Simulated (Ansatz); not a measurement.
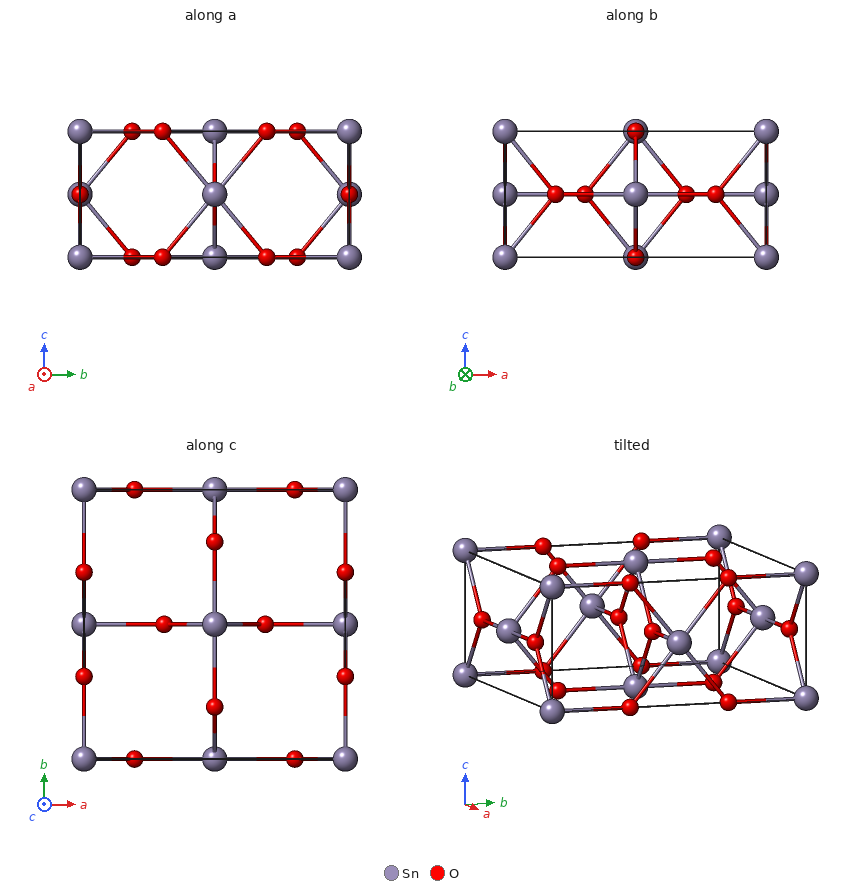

Ball-and-stick representation of a periodic structure, projected along the a axis, along the b axis, along the c axis and slightly off an axis. The lines enclose the conventional unit cell; boundary atoms appear with their images.

Lattice parameters: a = 6.7248 Å, b = 6.9296 Å, c = 3.2381 Å, α = 90.000°, β = 90.000°, γ = 90.000°.

### Set out the cell and atoms as a CIF with its space group and independent sites, with free fractional coordinates to two decimals.

```cif
data_structure
_symmetry_space_group_name_H-M 'C m m m'
_symmetry_Int_Tables_number 65
_cell_length_a 6.7248
_cell_length_b 6.9296
_cell_length_c 3.2381
_cell_angle_alpha 90.000
_cell_angle_beta 90.000
_cell_angle_gamma 90.000
_cell_volume 150.90
loop_
_atom_site_label
_atom_site_type_symbol
_atom_site_symmetry_multiplicity
_atom_site_Wyckoff_symbol
_atom_site_fract_x
_atom_site_fract_y
_atom_site_fract_z
_atom_site_occupancy
Sn1 Sn 2 a 0.00 0.00 0.00 1
Sn2 Sn 2 c 0.50 0.00 0.50 1
O1 O 4 i 0.50 0.81 0.00 1
O2 O 4 h 0.81 0.00 0.50 1
```

The structure comes from a structure type known for this compound. The cell was then strained or its atoms displaced on purpose. An electronic-structure calculation with Ansatz was run on it.
